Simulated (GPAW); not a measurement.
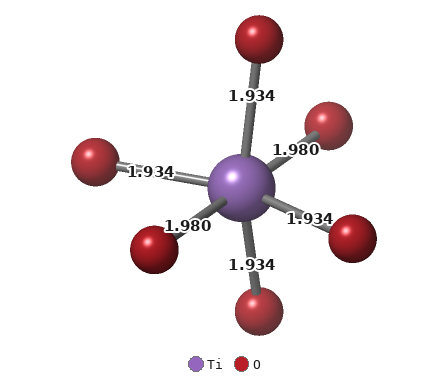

The surroundings of site Ti1 (at 0.000, 0.500, 0.250) in TiO$_{2}$ (I4_1/amd), with bond lengths in Å.

Origin of the cell: an entry of the Crystallography Open Database, as set up for an electronic-structure calculation.

```yaml
crystal:
  lattice:
    - [3.78420, 0.00000, 0.00000]
    - [0.00000, 3.78420, 0.00000]
    - [0.00000, 0.00000, 9.51460]
  atoms:
    - { symbol: Ti, position: [0.00000, 0.50000, 0.25000] }
    - { symbol: Ti, position: [0.00000, 0.00000, 0.00000] }
    - { symbol: O, position: [0.50000, 0.50000, 0.29190] }
    - { symbol: O, position: [0.00000, 0.50000, 0.04190] }
    - { symbol: O, position: [0.00000, 0.50000, 0.45810] }
    - { symbol: O, position: [0.00000, 0.00000, 0.20810] }
    - { symbol: Ti, position: [0.50000, 0.00000, 0.75000] }
    - { symbol: Ti, position: [0.50000, 0.50000, 0.50000] }
    - { symbol: O, position: [0.00000, 0.00000, 0.79190] }
    - { symbol: O, position: [0.50000, 0.00000, 0.54190] }
    - { symbol: O, position: [0.50000, 0.00000, 0.95810] }
    - { symbol: O, position: [0.50000, 0.50000, 0.70810] }
```

Bond valence s = exp((R0 − d)/b), R0 fitted to published crystal structures with b = 0.37 Å, summed over all anions within 5 Å; R0 in Å: Ti3+–O 1.778; Ti4+–O 1.801.

> Which oxidation state of Ti do these bonds support?

With the Ti3+ parameters the computed sum is 4 × 0.656 + 2 × 0.579 = 3.78. With the Ti4+ parameters the computed sum is 4 × 0.698 + 2 × 0.616 = 4.03. The sum matches its own assumption best for Ti4+, which also balances the formula's charge.

> And over the whole structure?

```tsv
site	x, y, z	formal valence	bond-valence sum	difference
Ti1	0.000, 0.500, 0.250	+4	4.08	0.08
O1	0.500, 0.500, 0.292	−2	2.04	0.04
```

These sums include all anions within 5 Å. The global instability index (root mean square of the differences over all atoms) is 0.06 v.u.: little strain. The cell was not relaxed for this table, and a volume that is off by a few per cent shifts all sums together.
